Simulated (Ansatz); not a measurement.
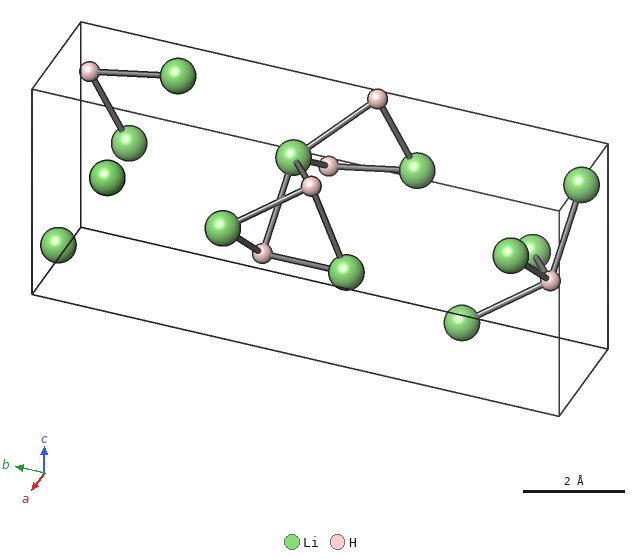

Normal modes of solid Li2H (a generated structure), at the zone centre. The picture is a ball-and-stick view of the conventional cell (2 times the calculation's cell), seen from a free direction. Lengths and directions refer to the drawn axes.

These are results of DFT PBE, scalar-relativistic, plane waves, PAW in Ansatz 0.2.0, not measurements. (plane-wave cutoff 420 eV; k-point mesh 16 × 16 × 8; occupations fermi dirac; smearing width 0.15 eV; no spin polarisation)

The frequencies depend somewhat on the k-mesh and the smearing.

### Give the spectrum at this point.

The calculation's cell holds 6 atoms, so there are 15 optical modes, in 15 levels. The optical modes span 3A₂ + 2B₁ + 5A₁ + 5B₂. No level is unstable.

```tsv
level	symmetry	frequency (cm⁻¹)	activity
1	A₂	134	Raman-active
2	A₂	144	Raman-active
3	B₁	155	infrared- and Raman-active
4	A₁	193	infrared- and Raman-active
5	B₂	276	infrared- and Raman-active
6	B₂	327	infrared- and Raman-active
7	A₁	332	infrared- and Raman-active
8	A₁	373	infrared- and Raman-active
9	B₂	475	infrared- and Raman-active
10	A₁	659	infrared- and Raman-active
11	A₂	691	Raman-active
12	B₂	715	infrared- and Raman-active
13	B₁	734	infrared- and Raman-active
14	A₁	792	infrared- and Raman-active
15	B₂	859	infrared- and Raman-active
```

The crystal is a metal, so free carriers screen the infrared response.

The modes drawn as arrows, 6 of the levels:

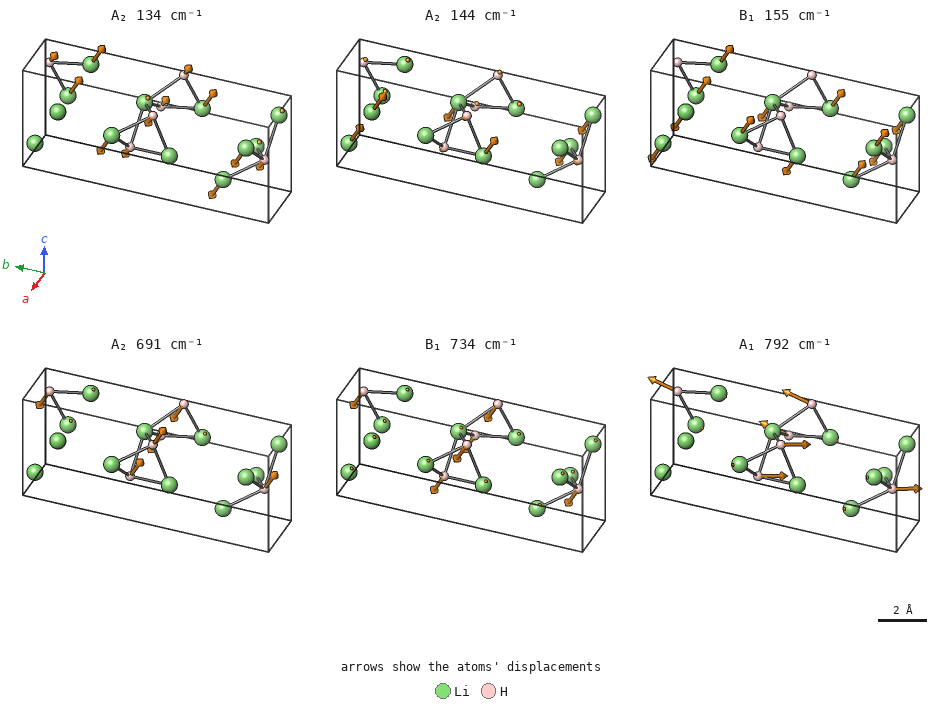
